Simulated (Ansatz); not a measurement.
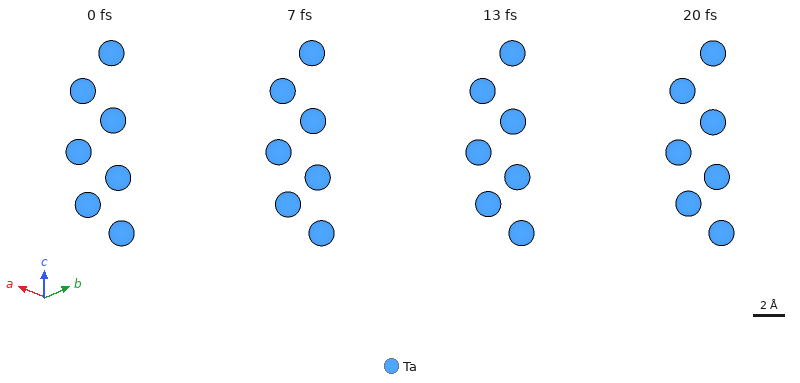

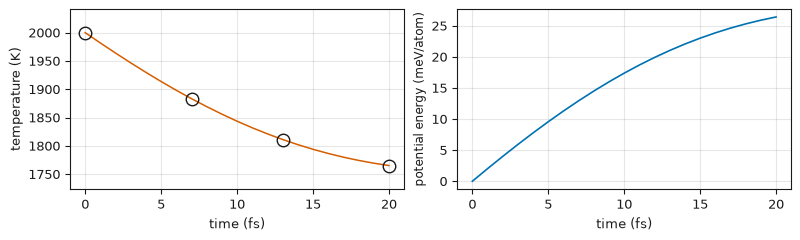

A Born-Oppenheimer molecular dynamics run of a slab of composition Ta (7 atoms in the cell), 20 fs long. Frames and the history of the run. Style: spheres-only. Shown: the simulation cell, with the vacuum cut short, from a free direction.

Method: Ansatz 0.2.0, DFT, PAW plane waves, PBE. Run with plane-wave cutoff 420 eV; k-point mesh 5 × 5 × 1; cold smearing 0.15 eV; Nosé-Hoover thermostat (NVT); set temperature 2000 K; time step 1 fs.

Describe the run.

Answer. Root-mean-square distances from the starting positions over the second half, with the common drift of all atoms taken out: Ta 0.07 Å. The run lasts only 20 fs, too short to tell vibration from diffusion. The mean temperature in the second half is 1798 K (standard deviation 25 K). The potential energy in the second half lies on average 22.6 meV per atom above the first frame. The conserved quantity stays between 0 and 0.003 meV per atom of its start. A straight-line fit has a slope that amounts to +0.0019 meV per atom over 20 fs (under 0.1 % of the mean kinetic energy), and the ripple about it is under 0.1 % of the kinetic energy's fluctuation. With a drift under 2 % and a ripple under 7 %, the integration is accurate.

Limits of the set-up: the k-point mesh is coarse for a cell with partly filled bands.

The run took 2.4 min on 2 threads of Arm Neoverse N1 (shared host), peak memory 0.56 GiB.
